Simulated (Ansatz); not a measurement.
Si6O11 (cell charge −2, with a compensating background) (cell with a defect)

```
CELL_PARAMETERS angstrom
6.91469 -2.43800 0.00000
6.91469 2.43800 0.00000
-5.53687 0.00000 6.78569
ATOMIC_POSITIONS crystal
Si 0.07098 0.93603 0.74642
Si 0.94603 0.05355 0.25606
Si 0.91446 0.40050 0.14415
Si 0.58115 0.07335 0.33032
Si 0.06595 0.58300 0.86609
Si 0.45730 0.90138 0.64175
O 0.22127 0.33568 0.31602
O 0.64406 0.76177 0.18345
O 0.13770 0.71107 0.80049
O 0.38552 0.21764 0.83018
O 0.95969 0.25111 0.92864
O 0.77148 0.05116 0.55394
O 0.16716 0.71990 0.12678
O 0.08476 0.12474 0.48775
O 0.81501 0.28906 0.16632
O 0.64626 0.13935 0.23128
O 0.34921 0.80471 0.70778
```

PAW files of the earlier set (soft_1).

Method: DFT PBE, scalar-relativistic, plane waves, PAW in Ansatz.

The density is the valence pseudo-density of a PAW calculation; it isn't the true density close to the nuclei.

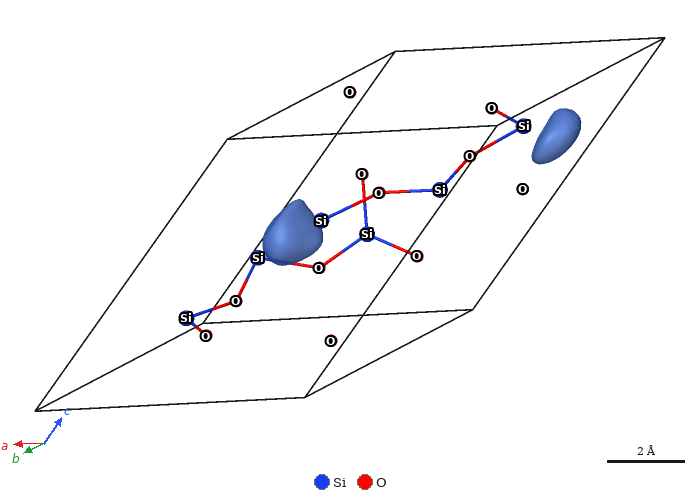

Figure 1. Isosurface of the electron localisation function at 0.9 (blue), seen at an oblique angle. Core shells and regions of very low density are left out. Sticks mark near contacts.

**Identify the bonds, lone pairs and shells in this picture.**

At this value the surface marks out one lobe on Si, pointing away from the bonds (lone pairs) and one region wrapped around Si (its valence shell), counted in one cell of 17 atoms. Any copies at cell faces, edges or corners count once.


Si–O (1.59 Å): the ELF peaks at about 0.85 between the atoms (a polar covalent bond). Si–O (1.63 Å): the ELF peaks at about 0.85 between the atoms; a polar covalent bond.

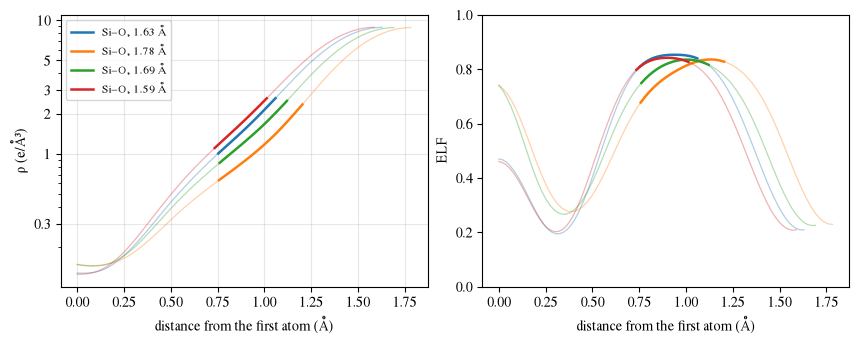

Figure 2. Valence electron density and electron localisation function along straight lines between neighbouring atoms. Thin, pale parts lie inside the atomic spheres.

**What can be read from the curves?**

Si–O (1.63 Å): ρ is about 1.2 e/Å³ halfway; the ELF peaks at about 0.85 between the atoms, as expected for a shared but strongly polarised pair.
Si–O (1.78 Å): ρ is about 0.88 e/Å³ halfway; the ELF peaks at about 0.85 between the atoms, as expected for a shared but strongly polarised pair.
Si–O (1.69 Å): ρ is about 1.1 e/Å³ halfway; the ELF peaks at about 0.85 between the atoms (a shared but strongly polarised pair).
Si–O (1.59 Å): the density is about 1.3 e/Å³ at the midpoint; the ELF peaks at about 0.85 between the atoms (a shared but strongly polarised pair).

**Does the calculation make it a metal, or give it a gap?**

It is gapped, with a Kohn–Sham gap of 1.4 eV on the k-point mesh (the band edges may lie off the mesh, which would make the gap smaller).
